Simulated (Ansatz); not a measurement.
**What a change does: geometry relaxation on MgO**

System: MgO (F-43m, 2 atoms in the cell).
Method of run A: DFT, PBE, plane waves, PAW, no spin polarisation (Ansatz 0.2.0).

The structure was made by a generator, so it may or may not be a known phase. Text and figures count atoms from 1; the logs count them from 0 in places.

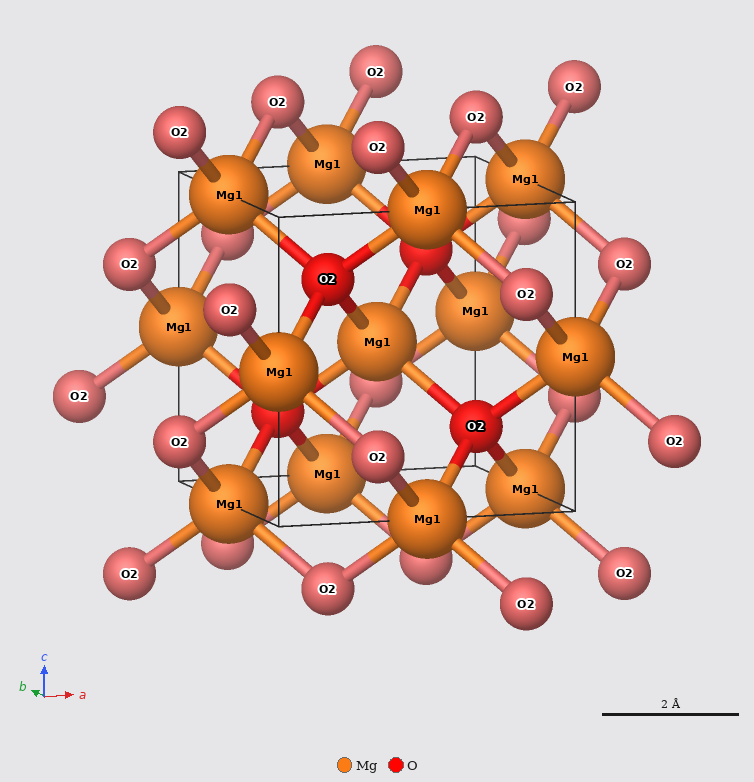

Fig. 1: The structure as given in the input (ball-and-stick view of the cell 4 times as large as that of the calculation, set on its symmetry axes, seen slightly off an axis; neighbours outside the cell are drawn fainter; atoms are numbered from 1 in the order of the input). Near neighbours in the crystal (not all of them lie inside the picture): Mg has 4 O at 2.00 Å; O has 4 Mg at 2.00 Å.

## Input, run A
```yaml
crystal:
  lattice:
    - [0.0, 2.3061620622, 2.3061620622]
    - [2.3061620622, 0.0, 2.3061620622]
    - [2.3061620622, 2.3061620622, 0.0]
  atoms:
    - { symbol: Mg, position: [0.5, 0.5, 0.5] }
    - { symbol: O, position: [0.25, 0.25, 0.25] }
basis:
  ecutwfc: 420
kpoints:
  mp_grid: { grid: [8, 8, 8] }
hamiltonian:
  xc: pbe
scf:
  occupations: { method: fixed }
  initial_density: { chi_scale: 0.0 }
output:
  forces: true
  eigenvalues: true
  stress: true
relax:
  adjacent_minimum: "off"
  f_tol: 0.001
  max_steps: 60
  cell: { stress_tol: 0.01 }
```

Launched with:
```bash
ansatz run input.yaml --threads 1 --pin off --max-ram 2560MiB --backend cpu --events-out ev --progress --plain --runs-dir out
```

Hardware: 1 thread of Intel Xeon @ 2.90GHz (Ice Lake), 192 GiB of memory available, shared host.

## Output, shortened to warnings, some set-up lines, iterations and results (run A)
```
Basis set: ecut = 420 eV, 531 PW (Γ), exchange–correlation on 48×48×48 points (8 copies of the dense FFT grid, shifted against one another)
Symmetry: 24 space group operations
k-points: 29 of 512 (time reversal used)
Initial density: superposition of atomic densities (chi_scale 0, normalization cell)
[...]
SCF iter   1: F=—  HF=-2496.054359 eV  |F-HF|=—  |Δ(HF+E_count)|=         —  Δρ=1.63e-1  dr2=7.43e0  ethr=3.10e-3  ⟨swp⟩=4.3  Hψ=1827  notcnv=0  defer=33
SCF iter   2: F=—  HF=-2494.538677 eV  |F-HF|=—  |Δ(HF+E_count)|=    1.52e0  Δρ=1.25e-1  dr2=2.26e0  ethr=3.10e-3  ⟨swp⟩=3.0  Hψ=875  notcnv=0  defer=56
SCF iter   3: F=—  HF=-2493.942828 eV  |F-HF|=—  |Δ(HF+E_count)|=   5.96e-1  Δρ=2.46e-2  dr2=1.01e-1  ethr=3.10e-3  ⟨swp⟩=2.0  Hψ=730  notcnv=0  defer=31
SCF iter   4: F=—  HF=-2493.938699 eV  |F-HF|=—  |Δ(HF+E_count)|=   4.13e-3  Δρ=3.75e-3  dr2=3.80e-3  ethr=6.32e-4  ⟨swp⟩=2.5  Hψ=544  notcnv=0  defer=56
SCF iter   5: F=—  HF=-2493.937652 eV  |F-HF|=—  |Δ(HF+E_count)|=   1.05e-3  Δρ=1.12e-3  dr2=2.76e-4  ethr=2.37e-5  ⟨swp⟩=2.5  Hψ=467  notcnv=0  defer=56
[...]
SCF 1 converged in 8 iterations: F = -2493.937639 eV  dr2 = 7.49e-10
[...]
SCF iter   3: F=—  HF=-2493.937639 eV  |F-HF|=—  |Δ(HF+E_count)|=   1.81e-9  Δρ=1.59e-6  dr2=5.10e-10  ethr=3.32e-11  ⟨swp⟩=2.1  Hψ=428  notcnv=0  defer=56
SCF iter   4: F=—  HF=-2493.937639 eV  |F-HF|=—  |Δ(HF+E_count)|=  6.87e-11  Δρ=6.04e-7  dr2=4.88e-11  ethr=3.19e-12  ⟨swp⟩=2.2  Hψ=532  notcnv=0  defer=56
SCF iter   5: F=-2493.937639 eV  HF=-2493.937639 eV  |F-HF|=0.00e0  |Δ(HF+E_count)|=  4.68e-11  Δρ=4.25e-8  dr2=3.66e-13  ethr=1.00e-12  ⟨swp⟩=7.2  Hψ=1983  notcnv=0
SCF 2 converged in 5 iterations: F = -2493.937639 eV  dr2 = 3.66e-13
relax step   2: F+E_penalty+E_count = -2493.93763884 eV  Δ(F+E_penalty+E_count) = -2.497e-10 eV  max|allowed force component| = 1.573e-16 eV/Å  Δτ_max = 0.0000 Å  P = +0.006 …
basis re-selected at this cell: Δ(F+E_penalty+E_count) = -2.497e-10 eV, ΔP = -0.000 GPa vs the last step (what re-selecting the basis moved, of the pressure what is left beyond the Pulay correction that the steps carried, after the strain that the cell walked since its last selection, with what the …
SCF converged after 5 iterations
Free energy (F): -2493.937639 eV
Harris-Foulkes:  -2493.937639 eV  (|F-HF|=0.00e0)
Internal energy: -2493.937639 eV  (E = F + TS)
E sigma→0 (E₀):  -2493.937639 eV
Fermi energy:    4.400014 eV
--- Per-component energies (eV) ---
  E_band       = -340.563626
  E_kinetic    = 253.470492
  E_local      = -1884.093184  (includes V_loc(G=0)·N_el)
  E_nonlocal   = 143.018855
  E_hartree    = 671.438535
  E_xc         = -104.305344
  E_vxc        = -133.542690  (∫ρ·V_xc dr)
  E_paw        = -449.905334  (= ΣΔE_a)
  E_vpaw       = -62.296675  (= ΣTr[D̂ρ^β])
  E_aug_tail   = 0.002491  (compensation charges beyond the density's cutoff)
  E_ewald      = -1123.564150
  E_smearing   = -0.000000  (= −TS)
  E_closure    = -0.000000  (closes the sum)
  Σ components = -2493.937639   (vs F -2493.937639, Δ=0.00e0)
--- Forces (eV/Å), atoms counted from 1 ---
  atom   1  Mg    -0.00000000     0.00000000     0.00000000
  atom   2  O      0.00000000    -0.00000000     0.00000000
  max |Σ_I F_I| component: 2.41e-16 eV/Å
--- Stress (GPa, compression-positive) ---
        0.005806       0.000000      -0.000000
       -0.000000       0.005806       0.000000
       -0.000000       0.000000       0.005806
  P = ⅓ Tr σ = 0.0058 GPa (0.058 kbar)
--- Relaxed structure (1 steps of the walk, 1 accepted, 1 SCFs on fresh bases) ---
  F+E_penalty+E_count = -2493.93763884 eV   max|allowed force component| = 1.573e-16 eV/Å   (the final SCF, on the basis selected at the relaxed cell)
  cell:  # Å, volume = 24.5301 Å³
    - [0.0, 2.3061620622, 2.3061620622]
    - [2.3061620622, 0.0, 2.3061620622]
    - [2.3061620622, 2.3061620622, 0.0]
  atoms:
    - { symbol: Mg, position: [0.5, 0.5, 0.5] }
    - { symbol: O, position: [0.25, 0.25, 0.25] }
```

The input of run B differs as follows (lines with − go, lines with + come):
```diff
-  initial_density: { chi_scale: 0.0 }
+  write_density: true
+  write_potential: true
+  elf: true
+  volumetric_format: npy
```

How does run B compare with run A?

Both reach the same energy, so the change doesn't alter the result. The SCF takes 12 iterations over all geometry steps against 13. The two runs start from different initial densities, which also moves the count.

## Output, shortened to warnings, some set-up lines, iterations and results (run B)
```
Basis set: ecut = 420 eV, 531 PW (Γ), exchange–correlation on 48×48×48 points (8 copies of the dense FFT grid, shifted against one another)
Symmetry: 24 space group operations
k-points: 29 of 512 (time reversal used)
Initial density: superposition of atomic densities (neutral atoms: chi_scale 0, normalization atom), corrected by the library's trained network
[...]
SCF iter   1: F=—  HF=-2493.937757 eV  |F-HF|=—  |Δ(HF+E_count)|=         —  Δρ=1.32e-3  dr2=3.99e-4  ethr=1.77e-3  ⟨swp⟩=4.7  Hψ=1844  notcnv=0  defer=43
SCF iter   2: F=—  HF=-2493.937600 eV  |F-HF|=—  |Δ(HF+E_count)|=   1.57e-4  Δρ=8.69e-4  dr2=1.09e-4  ethr=2.49e-6  ⟨swp⟩=2.0  Hψ=756  notcnv=0  defer=56
SCF iter   3: F=—  HF=-2493.937576 eV  |F-HF|=—  |Δ(HF+E_count)|=   2.40e-5  Δρ=2.73e-4  dr2=1.22e-5  ethr=6.83e-7  ⟨swp⟩=2.0  Hψ=493  notcnv=0  defer=56
SCF iter   4: F=—  HF=-2493.937639 eV  |F-HF|=—  |Δ(HF+E_count)|=   6.26e-5  Δρ=4.60e-5  dr2=2.47e-7  ethr=7.61e-8  ⟨swp⟩=2.1  Hψ=611  notcnv=0  defer=54
SCF iter   5: F=-2493.937639 eV  HF=-2493.937639 eV  |F-HF|=1.63e-8  |Δ(HF+E_count)|=   2.78e-7  Δρ=1.43e-5  dr2=2.40e-8  ethr=1.55e-9  ⟨swp⟩=2.2  Hψ=562  notcnv=0  defer=56
[...]
SCF 1 converged in 6 iterations: F = -2493.937639 eV  dr2 = 1.29e-9
[...]
SCF iter   4: F=—  HF=-2493.937639 eV  |F-HF|=—  |Δ(HF+E_count)|=  7.46e-11  Δρ=3.68e-7  dr2=1.88e-11  ethr=3.32e-12  ⟨swp⟩=2.0  Hψ=580  notcnv=0  defer=56
SCF iter   5: F=—  HF=-2493.937639 eV  |F-HF|=—  |Δ(HF+E_count)|=  1.59e-11  Δρ=1.38e-7  dr2=2.43e-12  ethr=1.17e-13 (applied; sched 1.00e-12)  ⟨swp⟩=2.0  Hψ=580  notcnv=0  …
SCF iter   6: F=-2493.937639 eV  HF=-2493.937639 eV  |F-HF|=4.55e-13  |Δ(HF+E_count)|=  3.18e-12  Δρ=5.24e-8  dr2=3.75e-13  ethr=1.00e-12  ⟨swp⟩=8.1  Hψ=1698  notcnv=0
SCF 2 converged in 6 iterations: F = -2493.937639 eV  dr2 = 3.75e-13
relax step   2: F+E_penalty+E_count = -2493.93763884 eV  Δ(F+E_penalty+E_count) = -8.722e-10 eV  max|allowed force component| = 1.596e-16 eV/Å  Δτ_max = 0.0000 Å  P = +0.006 …
basis re-selected at this cell: Δ(F+E_penalty+E_count) = -8.722e-10 eV, ΔP = -0.000 GPa vs the last step (what re-selecting the basis moved, of the pressure what is left beyond the Pulay correction that the steps carried, after the strain that the cell walked since its last selection, with what the …
SCF converged after 6 iterations
Free energy (F): -2493.937639 eV
Harris-Foulkes:  -2493.937639 eV  (|F-HF|=4.55e-13)
Internal energy: -2493.937639 eV  (E = F + TS)
E sigma→0 (E₀):  -2493.937639 eV
Fermi energy:    4.400013 eV
--- Per-component energies (eV) ---
  E_band       = -340.563630
  E_kinetic    = 253.470500
  E_local      = -1884.093206  (includes V_loc(G=0)·N_el)
  E_nonlocal   = 143.018859
  E_hartree    = 671.438550
  E_xc         = -104.305345
  E_vxc        = -133.542692  (∫ρ·V_xc dr)
  E_paw        = -449.905337  (= ΣΔE_a)
  E_vpaw       = -62.296678  (= ΣTr[D̂ρ^β])
  E_aug_tail   = 0.002491  (compensation charges beyond the density's cutoff)
  E_ewald      = -1123.564150
  E_smearing   = -0.000000  (= −TS)
  E_closure    = 0.000000  (closes the sum)
  Σ components = -2493.937639   (vs F -2493.937639, Δ=0.00e0)
--- Forces (eV/Å), atoms counted from 1 ---
  atom   1  Mg    -0.00000000     0.00000000    -0.00000000
  atom   2  O      0.00000000    -0.00000000    -0.00000000
  max |Σ_I F_I| component: 2.36e-16 eV/Å
--- Stress (GPa, compression-positive) ---
        0.005804       0.000000      -0.000000
        0.000000       0.005804       0.000000
       -0.000000       0.000000       0.005804
  P = ⅓ Tr σ = 0.0058 GPa (0.058 kbar)
--- Relaxed structure (1 steps of the walk, 1 accepted, 1 SCFs on fresh bases) ---
  F+E_penalty+E_count = -2493.93763884 eV   max|allowed force component| = 1.596e-16 eV/Å   (the final SCF, on the basis selected at the relaxed cell)
  cell:  # Å, volume = 24.5301 Å³
    - [0.0, 2.3061620622, 2.3061620622]
    - [2.3061620622, 0.0, 2.3061620622]
    - [2.3061620622, 2.3061620622, 0.0]
  atoms:
    - { symbol: Mg, position: [0.5, 0.5, 0.5] }
    - { symbol: O, position: [0.25, 0.25, 0.25] }
```

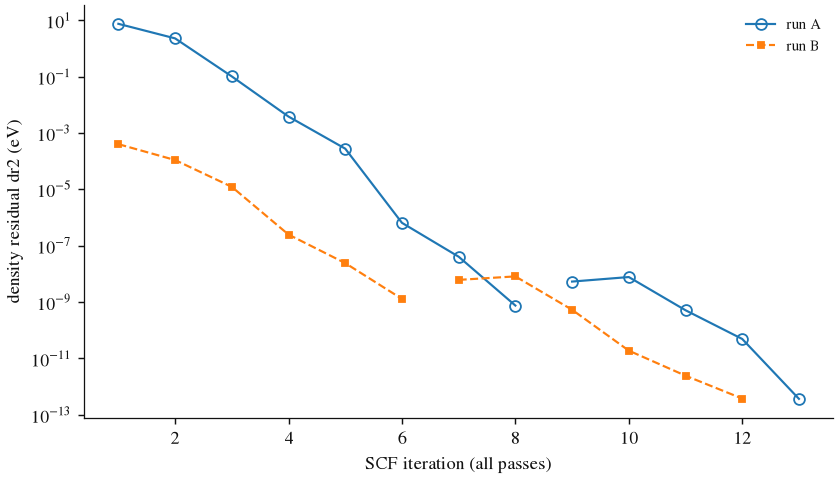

Fig. 2: Convergence of the two runs: density residual dr2 against the SCF iteration. A break in a curve parts two SCF passes. Run A takes 13 iterations in all, and run B takes 12.

## The two runs side by side

```tsv
quantity	run A	run B
outcome	converged	converged
free energy per atom (eV)	−1246.9688	−1246.9688
gap on the mesh (eV)	3.48	3.48
pressure (GPa)	0.01	0.01
largest force (eV/Å)	0.000	0.000
SCF iterations	13	12
irreducible k-points	29	29
wall time (shared host)	2.1 s	2.4 s
```
